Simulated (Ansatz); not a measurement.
C8O: geometry relaxation (part 3 of 3)

C8O (slab, 9 atoms in the cell); DFT PBE+D3(BJ), scalar-relativistic, plane waves, PAW, no spin polarisation (Ansatz 0.2.0); cutoff 420 eV, 12×12×1 k-mesh, Gaussian smearing of 0.1 eV. The structure derives from a Materials Project entry. The input holds or restrains some coordinates. Forces given for the steps count only the free coordinates. It belongs to a series of runs on one base structure; here: O put at a hollow C-C site.

Geometry of the input (Å; fractional positions):
```
2.4655  0.0000  0.0000
-1.2328  2.1341  0.0000
0.0000  0.0000  29.1985
C  0.0833  0.1666  0.2911
C  0.4167  0.8334  0.2911
C  0.5833  0.1666  0.4075
C  0.9167  0.8334  0.4075
C  0.0833  0.1666  0.5240
C  0.4167  0.8334  0.5240
C  0.5833  0.1666  0.6404
C  0.9167  0.8334  0.6404
O  0.2500  0.5000  0.6075
```

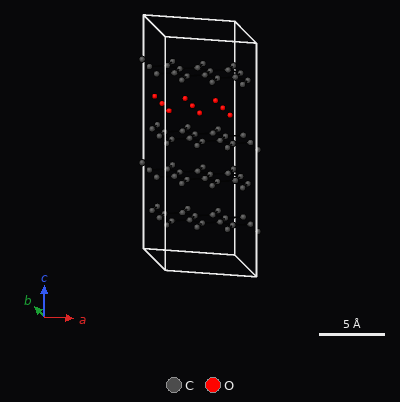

The geometry at step 9 of the log (ball-and-stick view of the 3 × 3 repeat of the cell, with the vacuum cut short, seen slightly off an axis).

### Log, continued
```
SCF iter   1: F=—  HF=-2570.772339 eV  |F-HF|=—  |Δ(HF+E_count)|=         —  Δρ=5.99e-3  dr2=4.04e-2  ethr=1.27e-3  p=-0.031 e·Å  D=-3.65e-2 V/Å  ΔV_dip=1.06 eV  dr2_dipole=2.89e-3  V_vac-E_F(+/−)=5.39/4.33 eV  ⟨swp⟩=3.3  Hψ=2909  notcnv=0  defer=98
efield: sawtooth ramp at fractional position 0.9458 (handed on by an earlier solve), width 0.0400; the density the first Hamiltonian is built on has a dipole p = -0.031 e·Å; the dipole correction subtracts the counter field D = -3.65e-2 V/Å, which shifts the + side's vacuum level by +1.06 eV against the − side's; the planar-averaged density in the ramp window peaks in size at 3.0e-6 e/Å³
preconditioner: auto → LDOS  [metal: Δε(μ)=0.047 eV  Ē_g=14.155 eV  σ=0.100 eV  W_gap=0.25  n_scr=20 (ndim 8)  ℏωp=18.5 eV  f_vac=0.456  D(μ)=3.84/eV (n_scr^D=18)  β→1.0]
SCF iter   2: F=—  HF=-2570.766201 eV  |F-HF|=—  |Δ(HF+E_count)|=   6.14e-3  Δρ=2.47e-3  dr2=1.53e-2  ethr=1.06e-4  p=-0.029 e·Å  D=-3.39e-2 V/Å  ΔV_dip=0.99 eV  dr2_dipole=6.89e-4  V_vac-E_F(+/−)=5.31/4.32 eV  ⟨swp⟩=2.2  Hψ=2448  notcnv=0  defer=110
SCF iter   3: F=—  HF=-2570.762325 eV  |F-HF|=—  |Δ(HF+E_count)|=   3.88e-3  Δρ=2.84e-4  dr2=8.59e-5  ethr=4.04e-5  p=-0.031 e·Å  D=-3.60e-2 V/Å  ΔV_dip=1.05 eV  dr2_dipole=5.41e-8  V_vac-E_F(+/−)=5.38/4.33 eV  ⟨swp⟩=2.0  Hψ=1752  notcnv=0  defer=110
SCF iter   4: F=—  HF=-2570.762331 eV  |F-HF|=—  |Δ(HF+E_count)|=   5.49e-6  Δρ=1.01e-4  dr2=3.31e-5  ethr=2.26e-7  p=-0.031 e·Å  D=-3.64e-2 V/Å  ΔV_dip=1.06 eV  dr2_dipole=9.42e-7  V_vac-E_F(+/−)=5.39/4.33 eV  ⟨swp⟩=2.0  Hψ=1882  notcnv=0  defer=110
SCF iter   5: F=—  HF=-2570.762326 eV  |F-HF|=—  |Δ(HF+E_count)|=   5.21e-6  Δρ=3.60e-5  dr2=3.04e-6  ethr=8.70e-8  p=-0.031 e·Å  D=-3.64e-2 V/Å  ΔV_dip=1.06 eV  dr2_dipole=1.91e-8  V_vac-E_F(+/−)=5.39/4.33 eV  ⟨swp⟩=2.0  Hψ=1398  notcnv=0  defer=110
SCF iter   6: F=—  HF=-2570.762327 eV  |F-HF|=—  |Δ(HF+E_count)|=   1.10e-6  Δρ=1.36e-5  dr2=7.31e-7  ethr=8.01e-9  p=-0.031 e·Å  D=-3.64e-2 V/Å  ΔV_dip=1.06 eV  dr2_dipole=1.15e-7  V_vac-E_F(+/−)=5.39/4.33 eV  ⟨swp⟩=2.0  Hψ=1545  notcnv=0  defer=110
iter 7 did not close the SCF: its close was put off until two iterations running show no level that it waits for move by more than its bar (scf_convergence_deferred on its scf_iter line)
SCF iter   7: F=-2570.762327 eV  HF=-2570.762327 eV  |F-HF|=1.07e-7  |Δ(HF+E_count)|=   9.97e-8  Δρ=3.87e-6  dr2=7.42e-8  ethr=2.63e-10  p=-0.031 e·Å  D=-3.65e-2 V/Å  ΔV_dip=1.07 eV  dr2_dipole=9.60e-9  V_vac-E_F(+/−)=5.39/4.33 eV  ⟨swp⟩=15.8  Hψ=9802  notcnv=0
iter 8 did not close the SCF: its close was put off until two iterations running show no level that it waits for move by more than its bar (scf_convergence_deferred on its scf_iter line)
SCF iter   8: F=-2570.762327 eV  HF=-2570.762327 eV  |F-HF|=5.09e-8  |Δ(HF+E_count)|=   1.08e-7  Δρ=1.71e-6  dr2=1.16e-8  ethr=1.95e-10  p=-0.031 e·Å  D=-3.65e-2 V/Å  ΔV_dip=1.07 eV  dr2_dipole=5.80e-9  V_vac-E_F(+/−)=5.39/4.33 eV  ⟨swp⟩=9.4  Hψ=7879  notcnv=0
SCF iter   9: F=-2570.762327 eV  HF=-2570.762327 eV  |F-HF|=6.62e-10  |Δ(HF+E_count)|=   6.46e-8  Δρ=6.57e-7  dr2=1.01e-9  ethr=3.06e-11  p=-0.031 e·Å  D=-3.65e-2 V/Å  ΔV_dip=1.07 eV  dr2_dipole=3.41e-13  V_vac-E_F(+/−)=5.39/4.33 eV  ⟨swp⟩=9.1  Hψ=7412  notcnv=0
SCF 17 converged in 9 iterations: F = -2570.762327 eV  dr2 = 1.01e-9
relax step  17: F+E_penalty+E_count = -2570.76232688 eV  Δ(F+E_penalty+E_count) = -1.046e-4 eV  max|allowed force component| = 3.262e-3 eV/Å  Δτ_max = 0.0372 Å  (9 SCF iters, accepted)
WARN: The output density's exchange-correlation potential varies sharply where the density is thin. Do not read a vacuum level from v_tot or v_xc, or from such a field of the output density. On a cell that repeats whose density bears no net charge and no dipole along the vacuum's axis use v_es (v_loc + v_h of the components); under efield.dipole_correction with no amplitude use v_es + v_field, which holds any external_charges[].barrier, or the levels of the report's work_function block, which leave it out; under a non-zero efield.amplitude the vacuum is tilted and has no level; on a cell that repeats and bears such a dipole with no correction it is tilted too, and efield.dipole_correction with no amplitude gives each side of its ramp a level where efield: is served; in a cell that repeats whose density bears a net charge (total_charge, or a fill off its count) it is curved and has none; of a slab under crystal.periodic whose density bears no net charge use v_es, which has a level on each side, short of where the two are joined; of another it falls or rises all the way out and has none; of a slab beside external_charges read slab_vacuum_level instead, which it has where they leave it neutral. The grid or the basis barely resolves most such structure, and the values can differ between equally converged runs; as a rule a tighter scf.convergence.dr2_threshold does not remove it. Where the density itself ripples (under the LDA too) a higher basis.ecutwfc lessens it. The files hold the spikes' plane waves up to the density's cutoff. Files: v_tot_of_output_density and the like, and their columns of v_z.tsv (output.write_potential); v_xc_of_output_density and the like, and their columns of v_comp_z.tsv (output.write_potential_components). Measured: with its Gaussian average of σ = 0.25 Å subtracted twice, the exchange-correlation potential is over 0.1 eV at 40 of the grid points where the equally averaged density (valence and model cores) is under 1e-3 e/Å³, and 0.147 eV at the most among them, at an averaged density of 1.7e-7 e/Å³. The input density's (outcome.potential() and, of a run that writes arrays, v_tot and v_xc) is over 0.1 eV, so measured, at 30 points of its own thin density, 0.210 eV at the most. See output.write_potential in the manual, Limitations
SCF converged after 9 iterations
Free energy (F): -2570.762327 eV
Harris-Foulkes:  -2570.762327 eV  (|F-HF|=6.62e-10)
Internal energy: -2570.743182 eV  (E = F + TS)
E sigma→0 (E₀):  -2570.752755 eV
Entropy (-TS):   -0.019145 eV (-2.127 meV/atom)
Fermi energy:    0.701806 eV
Dipole field:    D = -0.036483 V/Å  (p = -0.030976 e·Å, saw-weighted, corrected)
Work function:   Φ+ = 5.3914 eV   Φ− = 4.3261 eV
Levels:          The Fermi level and band energies are counted from a zero that moves with the ramp; work functions are not
--- Per-component energies (eV) ---
  E_band       = -285.161623
  E_kinetic    = 889.721372
  E_local      = -28216.745588  (includes V_loc(G=0)·N_el)
  E_nonlocal   = 267.248909
  E_hartree    = 13711.922869
  E_xc         = -453.556987
  E_vxc        = -563.835082  (∫ρ·V_xc dr)
  E_paw        = -950.252183  (= ΣΔE_a)
  E_vpaw       = -87.040513  (= ΣTr[D̂ρ^β])
  E_aug_tail   = 0.002167  (compensation charges beyond the density's cutoff)
  E_efield     = 0.000565  (sawtooth field / dipole correction)
  E_vefield    = 1.641402  (∫n·V_field dr)
  E_ewald      = 12182.079433
  E_disp       = -1.163739  (pairwise vdW)
  E_smearing   = -0.019145  (= −TS)
  E_closure    = 0.000000  (closes the sum)
  Σ components = -2570.762327   (vs F -2570.762327, Δ=0.00e0)
--- Forces (eV/Å), atoms counted from 1 ---
  atom   1  C      0.00000000    -0.01350329     0.00107406
  atom   2  C      0.00000000     0.01350329     0.00107406
  atom   3  C      0.00000000    -0.04783075    -0.00090125
  atom   4  C      0.00000000     0.04783075    -0.00090125
  atom   5  C      0.00000000    -0.00326166    -0.00139259
  atom   6  C      0.00000000     0.00326166    -0.00139259
  atom   7  C      0.00000000     0.00202130     0.00065317
  atom   8  C      0.00000000    -0.00202130     0.00065317
  atom   9  O      0.00000000     0.00000000     0.00112845
  max |Σ_I F_I| component: 4.76e-6 eV/Å
--- Band table (eV; the first three rows and the last of 43) ---
  k-point 0: bands = ["-18.8004", "-18.6393", "-18.0039", "-17.6261", "-16.3856", "-7.3171", "-6.5248", "-5.7990", "-5.5800", "-2.2792", "-2.2719", "-2.1843", "-2.1801", "-1.5586", "-1.5294", "-1.1853", "-1.1692", "-0.8845", "1.9567", "1.9569", "4.3336", "5.3962", "5.6077", "6.2517", "6.9570", "8.0784", "8.8191", "9.0977"]
  k-point 1: bands = ["-18.6357", "-18.4757", "-17.8407", "-17.4627", "-16.2861", "-7.1181", "-6.3301", "-5.6071", "-5.3870", "-2.9241", "-2.8314", "-2.6191", "-2.5240", "-2.1779", "-1.8959", "-1.8326", "-1.5086", "-0.7971", "1.6213", "1.8938", "4.5553", "5.6214", "5.8303", "6.4567", "7.1773", "8.2894", "8.9971", "9.1927"]
  k-point 2: bands = ["-18.1435", "-17.9865", "-17.3536", "-16.9745", "-16.0016", "-6.5255", "-5.7513", "-5.0377", "-4.8139", "-4.5651", "-4.4694", "-3.8128", "-3.4629", "-3.4150", "-3.3194", "-2.6869", "-2.3036", "-0.5480", "0.7508", "1.7244", "5.2196", "6.2958", "6.4959", "7.0694", "7.8354", "8.8870", "9.1201", "9.2125"]
  k-point 42: bands = ["-14.6948", "-14.5037", "-14.3701", "-13.6882", "-13.3420", "-9.7813", "-9.6661", "-9.0199", "-8.6440", "-8.2083", "-8.1045", "-7.4385", "-7.0848", "-2.2952", "-1.8615", "-1.6784", "-1.1702", "-0.6738", "-0.0512", "0.7027", "3.3292", "3.8463", "4.5310", "4.8107", "10.1657", "11.0560", "11.3493", "11.6638"]
--- Relaxed structure (17 steps of the walk, 17 accepted, 0 SCFs on fresh bases) ---
  F+E_penalty+E_count = -2570.76232688 eV   max|allowed force component| = 3.262e-3 eV/Å
  atoms:
    - { symbol: C, position: [0.08331017934999999, 0.16662035869999997, 0.29111067469999996] }
    - { symbol: C, position: [0.41668982064999993, 0.8333796412999999, 0.29111067469999996] }
    - { symbol: C, position: [0.58331017935, 0.16662035869999997, 0.40753895739999996] }
    - { symbol: C, position: [0.9166898206499999, 0.8333796412999999, 0.40753895739999996] }
    - { symbol: C, position: [0.083218175403356, 0.166436350806712, 0.5249389311919145] }
    - { symbol: C, position: [0.416781824596644, 0.833563649193288, 0.5249389311919145] }
    - { symbol: C, position: [0.5834116347586333, 0.16682326951726678, 0.7179806853340966] }
    - { symbol: C, position: [0.9165883652413667, 0.8331767304827332, 0.7179806853340966] }
    - { symbol: O, position: [0.24999999999999997, 0.49999999999999994, 0.6176339708005637] }
```

### Trajectory as extended XYZ (Å, eV, eV/Å), 11 of the 17 frames kept, from step=1 to step=17
```
9
Lattice="2.4655 0.0000 0.0000 -1.2328 2.1341 0.0000 0.0000 0.0000 29.1985" Properties=species:S:1:pos:R:3:forces:R:3 step=1 energy=-2565.73728
C     0.0000    0.3556    8.5000    0.0000   0.0138   0.0010
C     0.0000    1.7786    8.5000    0.0000  -0.0138   0.0010
C     1.2328    0.3556   11.8995    0.0000  -0.0420  -0.0025
C     1.2328    1.7786   11.8995    0.0000   0.0420  -0.0025
C     0.0000    0.3556   15.2990    0.0000  -0.2085  -0.5883
C     0.0000    1.7786   15.2990    0.0000   0.2085  -0.5883
C     1.2328    0.3556   18.6985    0.0000  -0.0171   6.9647
C     1.2328    1.7786   18.6985    0.0000   0.0171   6.9647
O     0.0000    1.0671   17.7385    0.0000   0.0000 -12.7496
9
Lattice="2.4655 0.0000 0.0000 -1.2328 2.1341 0.0000 0.0000 0.0000 29.1985" Properties=species:S:1:pos:R:3:forces:R:3 step=3 energy=-2569.18320
C     0.0000    0.3556    8.5000    0.0000   0.0203  -0.0002
C     0.0000    1.7786    8.5000    0.0000  -0.0203  -0.0002
C     1.2328    0.3556   11.8995    0.0000  -0.0484  -0.0353
C     1.2328    1.7786   11.8995    0.0000   0.0484  -0.0353
C     0.0000    0.3543   15.1324    0.0000  -0.0186  -0.2638
C     0.0000    1.7799   15.1324    0.0000   0.0186  -0.2638
C     1.2328    0.3553   19.0863    0.0000   0.1148   0.6996
C     1.2328    1.7788   19.0863    0.0000  -0.1148   0.6996
O     0.0000    1.0671   17.5668    0.0000   0.0000  -0.8032
9
Lattice="2.4655 0.0000 0.0000 -1.2328 2.1341 0.0000 0.0000 0.0000 29.1985" Properties=species:S:1:pos:R:3:forces:R:3 step=4 energy=-2569.45088
C     0.0000    0.3556    8.5000    0.0000   0.0165   0.0014
C     0.0000    1.7786    8.5000    0.0000  -0.0165   0.0014
C     1.2328    0.3556   11.8995    0.0000  -0.0479  -0.1223
C     1.2328    1.7786   11.8995    0.0000   0.0479  -0.1223
C     0.0000    0.3546   14.9324    0.0000   0.1020   0.0051
C     0.0000    1.7795   14.9324    0.0000  -0.1020   0.0051
C     1.2328    0.3569   19.2278    0.0000  -0.1442   0.9470
C     1.2328    1.7773   19.2278    0.0000   0.1442   0.9470
O     0.0000    1.0671   17.5879    0.0000   0.0000  -1.6618
9
Lattice="2.4655 0.0000 0.0000 -1.2328 2.1341 0.0000 0.0000 0.0000 29.1985" Properties=species:S:1:pos:R:3:forces:R:3 step=6 energy=-2570.41608
C     0.0000    0.3556    8.5000    0.0000   0.0505   0.0027
C     0.0000    1.7786    8.5000    0.0000  -0.0505   0.0027
C     1.2328    0.3556   11.8995    0.0000  -0.0305  -0.1476
C     1.2328    1.7786   11.8995    0.0000   0.0305  -0.1476
C     0.0000    0.3545   14.8962    0.0000   0.1038   0.0352
C     0.0000    1.7797   14.8962    0.0000  -0.1038   0.0352
C     1.2328    0.3578   19.6134    0.0000  -0.2865   0.5529
C     1.2328    1.7764   19.6134    0.0000   0.2865   0.5529
O     0.0000    1.0671   17.4014    0.0000   0.0000  -0.8800
9
Lattice="2.4655 0.0000 0.0000 -1.2328 2.1341 0.0000 0.0000 0.0000 29.1985" Properties=species:S:1:pos:R:3:forces:R:3 step=7 energy=-2570.60632
C     0.0000    0.3556    8.5000    0.0000   0.0500   0.0007
C     0.0000    1.7786    8.5000    0.0000  -0.0500   0.0007
C     1.2328    0.3556   11.8995    0.0000  -0.0118  -0.1341
C     1.2328    1.7786   11.8995    0.0000   0.0118  -0.1341
C     0.0000    0.3541   14.9337    0.0000   0.0549  -0.0072
C     0.0000    1.7800   14.9337    0.0000  -0.0549  -0.0072
C     1.2328    0.3574   19.8117    0.0000  -0.1588   0.2155
C     1.2328    1.7768   19.8117    0.0000   0.1588   0.2155
O     0.0000    1.0671   17.3097    0.0000   0.0000  -0.1502
9
Lattice="2.4655 0.0000 0.0000 -1.2328 2.1341 0.0000 0.0000 0.0000 29.1985" Properties=species:S:1:pos:R:3:forces:R:3 step=9 energy=-2570.69695
C     0.0000    0.3556    8.5000    0.0000   0.0373   0.0017
C     0.0000    1.7786    8.5000    0.0000  -0.0373   0.0017
C     1.2328    0.3556   11.8995    0.0000  -0.0244  -0.0904
C     1.2328    1.7786   11.8995    0.0000   0.0244  -0.0904
C     0.0000    0.3544   15.0203    0.0000   0.0162  -0.0138
C     0.0000    1.7797   15.0203    0.0000  -0.0162  -0.0138
C     1.2328    0.3562   20.1552    0.0000  -0.0271   0.0846
C     1.2328    1.7779   20.1552    0.0000   0.0271   0.0846
O     0.0000    1.0671   17.4512    0.0000   0.0000   0.0357
9
Lattice="2.4655 0.0000 0.0000 -1.2328 2.1341 0.0000 0.0000 0.0000 29.1985" Properties=species:S:1:pos:R:3:forces:R:3 step=11 energy=-2570.74580
C     0.0000    0.3556    8.5000    0.0000   0.0132   0.0015
C     0.0000    1.7786    8.5000    0.0000  -0.0132   0.0015
C     1.2328    0.3556   11.8995    0.0000  -0.0419  -0.0539
C     1.2328    1.7786   11.8995    0.0000   0.0419  -0.0539
C     0.0000    0.3553   15.1040    0.0000  -0.0061   0.0207
C     0.0000    1.7788   15.1040    0.0000   0.0061   0.0207
C     1.2328    0.3548   20.5394    0.0000   0.1182   0.0325
C     1.2328    1.7794   20.5394    0.0000  -0.1182   0.0325
O     0.0000    1.0671   17.7205    0.0000   0.0000  -0.0019
9
Lattice="2.4655 0.0000 0.0000 -1.2328 2.1341 0.0000 0.0000 0.0000 29.1985" Properties=species:S:1:pos:R:3:forces:R:3 step=12 energy=-2570.75699
C     0.0000    0.3556    8.5000    0.0000   0.0002   0.0013
C     0.0000    1.7786    8.5000    0.0000  -0.0002   0.0013
C     1.2328    0.3556   11.8995    0.0000  -0.0462  -0.0310
C     1.2328    1.7786   11.8995    0.0000   0.0462  -0.0310
C     0.0000    0.3557   15.1785    0.0000  -0.0358   0.0180
C     0.0000    1.7785   15.1785    0.0000   0.0358   0.0180
C     1.2328    0.3545   20.7327    0.0000   0.1411   0.0138
C     1.2328    1.7796   20.7327    0.0000  -0.1411   0.0138
O     0.0000    1.0671   17.8548    0.0000   0.0000  -0.0042
9
Lattice="2.4655 0.0000 0.0000 -1.2328 2.1341 0.0000 0.0000 0.0000 29.1985" Properties=species:S:1:pos:R:3:forces:R:3 step=14 energy=-2570.76204
C     0.0000    0.3556    8.5000    0.0000  -0.0106   0.0010
C     0.0000    1.7786    8.5000    0.0000   0.0106   0.0010
C     1.2328    0.3556   11.8995    0.0000  -0.0477  -0.0074
C     1.2328    1.7786   11.8995    0.0000   0.0477  -0.0074
C     0.0000    0.3553   15.2872    0.0000  -0.0100   0.0029
C     0.0000    1.7789   15.2872    0.0000   0.0100   0.0029
C     1.2328    0.3559   20.9115    0.0000   0.0175   0.0019
C     1.2328    1.7783   20.9115    0.0000  -0.0175   0.0019
O     0.0000    1.0671   17.9865    0.0000   0.0000   0.0032
9
Lattice="2.4655 0.0000 0.0000 -1.2328 2.1341 0.0000 0.0000 0.0000 29.1985" Properties=species:S:1:pos:R:3:forces:R:3 step=15 energy=-2570.76192
C     0.0000    0.3556    8.5000    0.0000  -0.0151   0.0010
C     0.0000    1.7786    8.5000    0.0000   0.0151   0.0010
C     1.2328    0.3556   11.8995    0.0000  -0.0489  -0.0012
C     1.2328    1.7786   11.8995    0.0000   0.0489  -0.0012
C     0.0000    0.3552   15.3230    0.0000   0.0036   0.0062
C     0.0000    1.7789   15.3230    0.0000  -0.0036   0.0062
C     1.2328    0.3561   20.9610    0.0000  -0.0001   0.0073
C     1.2328    1.7781   20.9610    0.0000   0.0001   0.0073
O     0.0000    1.0671   18.0631    0.0000   0.0000  -0.0265
9
Lattice="2.4655 0.0000 0.0000 -1.2328 2.1341 0.0000 0.0000 0.0000 29.1985" Properties=species:S:1:pos:R:3:forces:R:3 step=17 energy=-2570.76233
C     0.0000    0.3556    8.5000    0.0000  -0.0135   0.0011
C     0.0000    1.7786    8.5000    0.0000   0.0135   0.0011
C     1.2328    0.3556   11.8995    0.0000  -0.0478  -0.0009
C     1.2328    1.7786   11.8995    0.0000   0.0478  -0.0009
C     0.0000    0.3552   15.3274    0.0000  -0.0033  -0.0014
C     0.0000    1.7789   15.3274    0.0000   0.0033  -0.0014
C     1.2328    0.3560   20.9640    0.0000   0.0020   0.0007
C     1.2328    1.7781   20.9640    0.0000  -0.0020   0.0007
O     0.0000    1.0671   18.0340    0.0000   0.0000   0.0011
```

### Key numbers

| quantity | value |
| --- | --- |
| outcome | converged under the restraints of the input |
| electrons treated | 38 |
| free energy | −2570.7623 eV |
| work function, top face | 5.39 eV |
| work function, bottom face | 4.33 eV |
| Fermi energy | 0.702 eV |
| gap on the k-point mesh | none (metallic) |
| final volume | 153.64 Å³ |
| work function (upper face) | 5.39 eV |
| largest force (length of the vector) at the end, held atoms and coordinates included | 0.048 eV/Å |
| hardware | 2 threads of Intel Xeon @ 2.50GHz (Skylake/Cascade Lake), 32 GiB of memory available, shared host |
| wall time | 3.3 min (CPU time 6.5 min) |
| peak memory | 0.58 GiB |

Warnings of the run: the exchange-correlation potential is rough where the density is thin.
